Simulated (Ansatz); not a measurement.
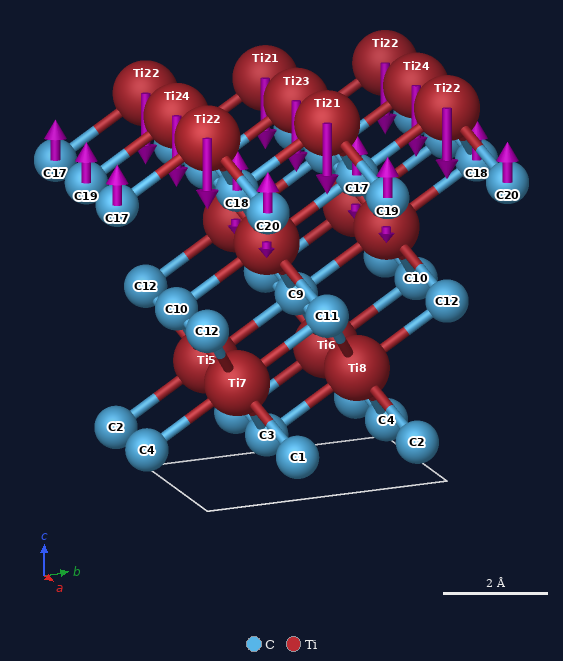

This is a constrained relaxation of a slab of composition TiC (cut from the Fm-3m phase). The starting structure is drawn; purple arrows show the displacements, 10 times their true length.

Style: ball-and-stick. Shown: the cell of the calculation, outlined in the plane, without the vacuum, slightly off an axis.

Case: clean slab, lower planes held. The slab is the (1 1 1) face of TiC. 12 atoms are held fixed.

All numbers below come from DFT PBE, scalar-relativistic, plane waves, PAW (Ansatz). (plane-wave cutoff 420 eV; k-point mesh 4 × 4 × 1; occupations gaussian; smearing width 0.1 eV; no spin polarisation; dipole correction; atoms relaxed in a fixed cell; force threshold 0.03 eV/Å; at most 70 steps)

**Describe the change and its energy.**

The energy falls by 0.762 eV per cell of the calculation in 3 accepted moves (4 points after the start). Largest force component: 1.7 eV/Å at the start, 0.016 eV/Å at the end. 1 step only repeated the SCF at the same geometry. The largest moves, 0.14 Å, are those of Ti atoms. Largest moves by element: Ti 0.14 Å, C 0.08 Å. The lattice vectors keep their values. Near-neighbour distances that change, for instance: C–Ti 2.166 → 2.048 Å, Ti–Ti 3.064 → 2.977 Å, C–Ti 2.166 → 2.233 Å, Ti–Ti 3.064 → 3.038 Å. Bond angles that change, for instance: Ti–C–Ti 180.0° → 172.7°, C–Ti–C 90.0° → 96.8°, Ti–C–Ti 90.0° → 96.8°. The run took 20 s on 4 threads of AMD EPYC 9R45 96-Core Processor (Zen 5), on a shared host, peak memory 1.7 GiB.
